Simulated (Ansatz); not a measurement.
Consider SnO.

The calculation's input:

```
crystal:
  lattice:
    - [3.0540626141, 0.0, 0.0]
    - [0.0, 3.1034067819, 0.0]
    - [0.0, 0.0, 3.1034067819]
  atoms:
    - { symbol: Sn, position: [0.0, 0.0, 0.0] }
    - { symbol: O, position: [0.5, 0.5, 0.5] }
kpoints:
  mp_grid: { grid: [8, 8, 8] }
  band_path:
    path:
      - [0.0, 0.0, 0.0]
      - [0.0, 0.5, 0.0]
      - [0.5, 0.5, 0.0]
      - [0.5, 0.5, 0.5]
      - [0.0, 0.125, -0.5]
    npoints: 1
hamiltonian:
  xc: pbe
scf:
  occupations: { method: fermi_dirac, width: 0.02 }
  n_extra_bands: 4
output:
  forces: true
  stress: true
  eigenvalues: true
  write_density: true
  write_potential: true
  elf: true
  volumetric_format: npy
```

Run with:

```sh
ansatz run input.yaml --threads 4 --pin off --max-ram 3686MiB --backend cpu --events-out ev --progress --plain --runs-dir out
```

Below, planes, directions and counts refer to the conventional cell (a = 3.10 Å, b = 3.10 Å, c = 3.05 Å, α = 90.00°, β = 90.00°, γ = 90.00°).

Space group P4/mmm; started from the CsCl prototype, which need not be the ambient phase; changed on purpose from its base cell (uniaxial x strain -1.6%); computed pressure about 5 GPa in this cell.

Method: DFT, PBE, plane waves, PAW in Ansatz 0.2.0.

Q: What can the converged valence pseudo-density and electron localisation function tell about the bonding?

A: Sn–O (2.67 Å): the density is about 0.22 e/Å³ at the midpoint; the ELF is about 0.15 at the midpoint; no localised pair shows between them.

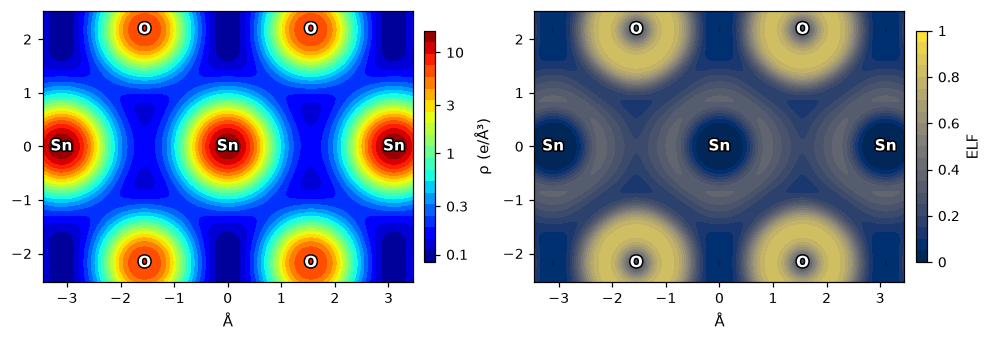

Computed valence pseudo-density and electron localisation function on the (101̄) plane of the conventional cell, in this order. 

Core electrons are frozen (PAW), and the valence fields are smoothed inside the atomic spheres.
